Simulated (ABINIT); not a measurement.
# KF (Carobbiite): G0W0 with ABINIT, start to end

Aim: the G0W0 gap of KF (Carobbiite) on PBE, step by step.

Program: ABINIT 10.8.3. Level of theory: PBE and many-body steps on it, plane waves. Results are calculated unless marked as measured.

## (1) The starting structure

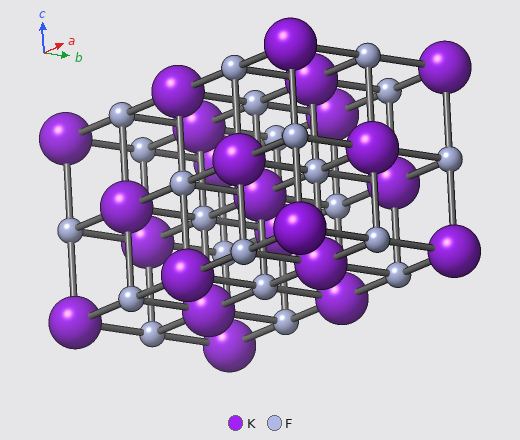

The cell as given, from a free direction (potassium purple, fluorine light blue). 2×1×1 cells are drawn. This picture shows the conventional cell, with its axes. Some periodic images of atoms are drawn too.

Coordinates:

```cif
data_structure
_symmetry_space_group_name_H-M 'Fm-3m'
_symmetry_Int_Tables_number 225
_cell_length_a 5.3437
_cell_length_b 5.3437
_cell_length_c 5.3437
_cell_angle_alpha 90.000
_cell_angle_beta 90.000
_cell_angle_gamma 90.000
_cell_volume 152.59
loop_
_atom_site_label
_atom_site_type_symbol
_atom_site_symmetry_multiplicity
_atom_site_Wyckoff_symbol
_atom_site_fract_x
_atom_site_fract_y
_atom_site_fract_z
_atom_site_occupancy
K1 K 4 a 0.00000 0.00000 0.00000 1
F1 F 4 b 0.50000 0.00000 0.00000 1
```

The cell and positions come from the Crystallography Open Database and are kept as given unless a step says otherwise.

## (2) Ground state

This step: ABINIT 10.8.3; DFT, PBE, plane waves, norm-conserving pseudopotentials.

The ground-state density comes first.

File run.abi:

```
acell 3*1.0 Angstrom
rprim 
  -0.000000000000 2.671850000000 2.671850000000
  2.671850000000 -0.000000000000 2.671850000000
  2.671850000000 2.671850000000 0.000000000000
ntypat 2
znucl 19 9
natom 2
typat 1 2
xred 
  0.000000000000 0.000000000000 0.000000000000
  0.500000000000 0.500000000000 0.500000000000
pp_dirpath "pseudos"
pseudos "K.upf, F.upf"
ecut 36
ngkpt 6 6 6
nshiftk 1
shiftk 0 0 0
kptopt 1
chksymbreak 0
nband 13
occopt 1
tolvrs 1e-10
nstep 60
prtwf 0
optforces 0
optstress 0
indata_prefix "in"
outdata_prefix "out"
tmpdata_prefix "tmp"
```

The run is started by

```bash
$ OMP_NUM_THREADS=1 mpirun -n 4 abinit run.abi > log
```

Numbers of over 12 decimals in the logs are rounded to 6 here.

What it wrote:

```text
.Version 10.8.3 of ABINIT. v10.8.2 released Aug 2026.

 Symmetries : space group Fm -3 m (#225); Bravais cF (face-center cubic)
================================================================================
 Values of the parameters that define the memory need of the present run
     intxc =       0    ionmov =       0      iscf =       7    lmnmax =       6
     lnmax =       6     mgfft =      40  mpssoang =       3    mqgrid =    3001
     natom =       2  nloc_mem =       1    nspden =       1   nspinor =       1
    nsppol =       1      nsym =      48    n1xccc =    2501    ntypat =       2
    occopt =       1   xclevel =       2
-    mband =          13        mffmem =           1         mkmem =           4
       mpw =        2671          nfft =       64000          nkpt =          16
================================================================================
  Rough estimation (10% accuracy) of disk space for files :
================================================================================

--------------------------------------------------------------------------------
------------- Echo of variables that govern the present computation ------------
--------------------------------------------------------------------------------
 -outvars: echo values of preprocessed input variables --------
            acell      1.8897261259E+00  1.8897261259E+00  1.8897261259E+00 Bohr

      chksymbreak           0
             ecut      3.60000000E+01 Hartree
-          fftalg         312

              ixc     -101130
              kpt      0.00000000E+00  0.00000000E+00  0.00000000E+00
                       1.66666667E-01  0.00000000E+00  0.00000000E+00
                       3.33333333E-01  0.00000000E+00  0.00000000E+00
                       5.00000000E-01  0.00000000E+00  0.00000000E+00
                       1.66666667E-01  1.66666667E-01  0.00000000E+00
                       3.33333333E-01  1.66666667E-01  0.00000000E+00
                       5.00000000E-01  1.66666667E-01  0.00000000E+00
                      -3.33333333E-01  1.66666667E-01  0.00000000E+00
                      -1.66666667E-01  1.66666667E-01  0.00000000E+00
   [... 5 further rows ...]
                      -3.33333333E-01  3.33333333E-01  1.66666667E-01
                      -3.33333333E-01  5.00000000E-01  1.66666667E-01
         kptrlatt        6    0    0      0    6    0      0    0    6
          kptrlen      4.28427351E+01
P           mkmem           4
            natom           2
            nband          13
            ngfft          40      40      40
             nkpt          16
            nstep          60
             nsym          48
           ntypat           2
              occ      2.000000  2.000000  2.000000  2.000000  2.000000  2.000000
                       2.000000  2.000000  0.000000  0.000000  0.000000  0.000000
                       0.000000
        optforces           0
        optstress           0
            prtwf           0
            rprim     -0.0000000000E+00  2.6718500000E+00  2.6718500000E+00
[...]
spgroup         225

           tolvrs      1.00000000E-10

             xred      0.0000000000E+00  0.0000000000E+00  0.0000000000E+00
[...]
znucl       19.00000    9.00000

================================================================================

 chkinp: Checking input parameters for consistency.

================================================================================
== DATASET  1 ==================================================================
-   mpi_nproc: 4, omp_nthreads: 1 (-1 if OMP is not activated)

--- !DatasetInfo
iteration_state: {dtset: 1, }
dimensions: {natom: 2, nkpt: 16, mband: 13, nsppol: 1, nspinor: 1, nspden: 1, mpw: 2671, }
cutoff_energies: {ecut:  36.0, pawecutdg:  -1.0, }
electrons: {nelect:   1.60000000E+01, charge:   0.00000000E+00, occopt:   1.00000000E+00, tsmear:   1.00000000E-02, }

 Real(R)+Recip(G) space primitive vectors, cartesian coordinates (Bohr,Bohr^-1):
 R(1)=  0.0000000  5.0490647  5.0490647  G(1)= -0.0990282  0.0990282  0.0990282
 R(2)=  5.0490647  0.0000000  5.0490647  G(2)=  0.0990282 -0.0990282  0.0990282
 R(3)=  5.0490647  5.0490647  0.0000000  G(3)=  0.0990282  0.0990282 -0.0990282
 Unit cell volume ucvol=  2.5743217E+02 bohr^3
 Angles (23,13,12)=  6.00000000E+01  6.00000000E+01  6.00000000E+01 degrees

 getcut: wavevector=  0.0000  0.0000  0.0000  ngfft=  40  40  40
         ecut(hartree)=     36.000   => boxcut(ratio)=   2.07404

--- Pseudopotential description ------------------------------------------------
- K Generated using ONCVPSP code by D. R. Hamann
- 19.00000   9.00000  171031                  znucl, zion, pspdat
12 -101130 2 -1 2222                          pspcod,pspxc,lmax,lloc,mmax
     nproj     2     2     2
  pspatm : epsatm=    8.42413758
         --- l  ekb(1:nproj) -->
[...]
pspatm: atomic psp has been read  and splines computed

- F Generated using ONCVPSP code by D. R. Hamann
-  9.00000   7.00000  171031                  znucl, zion, pspdat
12 -101130 2 -1 832                           pspcod,pspxc,lmax,lloc,mmax
     nproj     2     2     1
  pspatm : epsatm=    4.87625608
         --- l  ekb(1:nproj) -->
[...]
1   -3.955629   -1.291931
             2   -2.441503
 pspatm: atomic psp has been read  and splines computed

   2.12806299E+02                                ecore*ucvol(ha*bohr**3)
--------------------------------------------------------------------------------

_setup2: Arith. and geom. avg. npw (full set) are    2654.523    2654.506

================================================================================

--- !BeginCycle
iteration_state: {dtset: 1, }
solver: {iscf: 7, nstep: 60, nline: 4, wfoptalg: 0, }
tolerances: {tolvrs: 1.00E-10, }

     iter   Etot(hartree)      deltaE(h)  residm     vres2
 ETOT  1  -54.723160477857    -5.472E+01 9.812E-02 4.625E+02
 ETOT  2  -54.705304050661     1.786E-02 1.263E-02 4.152E+02
 ETOT  3  -54.817881245879    -1.126E-01 4.307E-03 3.099E+01
 ETOT  4  -54.824069819037    -6.189E-03 1.171E-03 2.599E-01
 ETOT  5  -54.824086050790    -1.623E-05 8.504E-04 4.568E-02
 ETOT  6  -54.824094375111    -8.324E-06 2.017E-04 1.284E-03
 ETOT  7  -54.824094573521    -1.984E-07 3.055E-04 4.416E-05
 ETOT  8  -54.824094576737    -3.216E-09 1.556E-04 4.078E-07
 ETOT  9  -54.824094576816    -7.885E-11 2.475E-04 3.943E-09
 ETOT 10  -54.824094576817    -5.613E-13 1.442E-04 1.549E-10
 ETOT 11  -54.824094576818    -1.009E-12 1.906E-04 6.886E-12

 At SCF step   11       vres2   =  6.89E-12 < tolvrs=  1.00E-10 =>converged.

--- !ResultsGS
iteration_state: {dtset: 1, }
comment   : Summary of ground state results
lattice_vectors:
- [ -0.0000000,   5.0490647,   5.0490647, ]
- [  5.0490647,  -0.0000000,   5.0490647, ]
- [  5.0490647,   5.0490647,   0.0000000, ]
lattice_lengths: [   7.14046,    7.14046,    7.14046, ]
lattice_angles: [ 60.000,  60.000,  60.000, ] # degrees, (23, 13, 12)
lattice_volume:   2.5743217E+02
convergence: {deltae: -1.009E-12, res2:  6.886E-12, residm:  1.906E-04, diffor:  0.000E+00, }
etotal    :  -5.48240946E+01
entropy   :   0.00000000E+00
fermie    :   4.80427879E-03
cartesian_stress_tensor: null
pressure_GPa: null
xred      :
- [  0.0000E+00,   0.0000E+00,   0.0000E+00,  K]
- [  5.0000E-01,   5.0000E-01,   5.0000E-01,  F]
cartesian_forces: null
force_length_stats: {min: null, max: null, mean: null, }

 Integrated electronic density in atomic spheres:
 ------------------------------------------------
 Atom  Sphere_radius  Integrated_density
    1        2.00000          6.95743103
    2        2.00000          7.01853268
================================================================================

 ----iterations are completed or convergence reached----

 Mean square residual over all n,k,spin=   21.424E-07; max=  19.058E-05
 reduced coordinates (array xred) for    2 atoms
       0.000000000000      0.000000000000      0.000000000000
       0.500000000000      0.500000000000      0.500000000000
 rms dE/dt=  0.0000E+00; max dE/dt=  0.0000E+00; dE/dt below (all hartree)
    1       0.000000000000      0.000000000000      0.000000000000
    2       0.000000000000      0.000000000000      0.000000000000

 cartesian coordinates (angstrom) at end:
    1      0.000000     0.000000     0.000000
    2      2.671850     2.671850     2.671850
 length scales=  1.889726125908  1.889726125908  1.889726125908 bohr
              =  1.000000000000  1.000000000000  1.000000000000 angstroms
 prteigrs : about to open file out_EIG
 Fermi (or HOMO) energy (hartree) =   0.00480   Average Vxc (hartree)=  -0.31205
 Eigenvalues (hartree) for nkpt=  16  k points:
 kpt#   1, nband= 13, wtk=  0.00463, kpt=  0.0000  0.0000  0.0000 (reduced coord)
  -0.95489   -0.67869   -0.33934   -0.33934   -0.33934    0.00480    0.00480    0.00480
   0.23263    0.39781    0.39781    0.39781    0.45762
 prteigrs : prtvol=0 or 1, do not print more k-points.

--- !EnergyTerms
iteration_state     : {dtset: 1, }
comment             : Components of total free energy in Hartree
kinetic             :  2.65240854809370E+01
hartree             :  1.41638401583262E+01
xc                  : -1.20070989498102E+01
Ewald energy        : -3.63106064938669E+01
psp_core            :  8.26649984559312E-01
local_psp           : -4.96625823431144E+01
non_local_psp       :  1.64161758615119E+00
total_energy        : -5.48240945768178E+01
total_energy_eV     : -1.49183961311598E+03
band_energy         : -5.37471876812999E+00

== END DATASET(S) ==============================================================
================================================================================

 -outvars: echo values of variables after computation  --------
           etotal     -5.4824094577E+01
            nband          13
             nkpt          16
          spgroup         225
 [... the other variables as echoed above ...]

 Calculation completed.
```

The job ended after 6.2 s (4 MPI ranks of Arm Neoverse V2, shared host; peak memory 0.29 GiB; 25 s of CPU time).

Numbers from this step:

```
total energy               : -1491.8396 eV
gap                        : 6.200 eV
k of the valence top       : 0, 0, 0
k of the conduction bottom : 0, 0, 0
least direct gap           : 6.200 eV
```

The gap is direct, at Γ.

(Part 1 of 3 ends here.)

[Paths, hosts, dates, memory and timing lines, banners, echoed tables and standing remarks are left out of the program output.]

[Logs are printed without paths, hosts, clocks, repeated set-up lines and the standing remarks that a program may print on its own settings, such as how far it seeks lower states.]

[Runs of the session that timed out or met a known fault of the program may be left out.]

[Hosts, paths, dates, database ids (printed as entryN), source tags and the programs' standing remarks are cut or masked in the printed files.]

[G0W0 gaps are taken among the corrected bands and points alone; a level outside them can change the order at an edge.]

[Where Ansatz stands beside ABINIT at settings called matched, ABINIT's density can come from a denser mesh and the files from another edition; pairs whose starting gaps differed by over 0.03 eV were left out, so agreement reads better than it is.]
